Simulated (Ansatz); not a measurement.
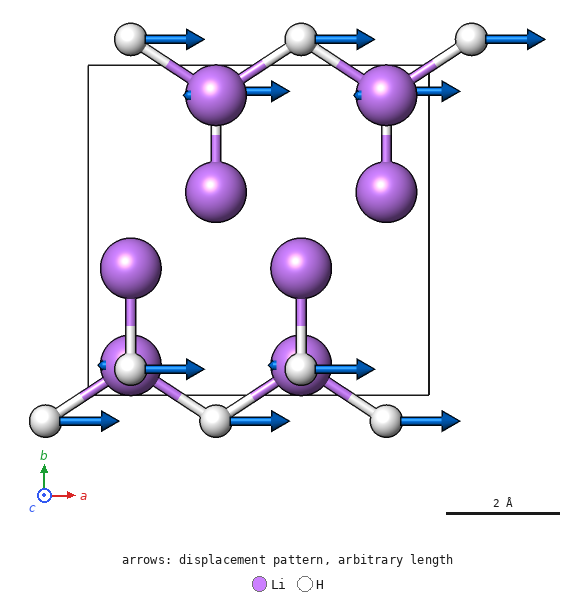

One vibrational mode of a free-standing layer of Li$_{2}$H (a generated structure) at the zone centre. Displacements are drawn as blue arrows; their common scale and sign are arbitrary. Style: ball-and-stick. Shown: the 2 × 1 repeat of the cell, outlined in the plane, without the vacuum, along the c axis.

These are results of Ansatz 0.2.0, DFT PBE, scalar-relativistic, plane waves, PAW, not measurements. (plane-wave cutoff 420 eV; k-point mesh 12 × 6 × 1; occupations fermi dirac; smearing width 0.15 eV; no spin polarisation)

The frequencies depend somewhat on the k-mesh and the smearing.

### What mode is this, and where does it lie in the spectrum?

This is the A_u mode at 945 cm⁻¹, optical level 12 of 15, counted from below, infrared-active by symmetry. All motion is along a of the drawn cell; it stretches the H–Li bonds (1.82 Å); the kinetic energy is shared as H 88 %, Li 12 %. The crystal is a metal, so free carriers screen the infrared response.
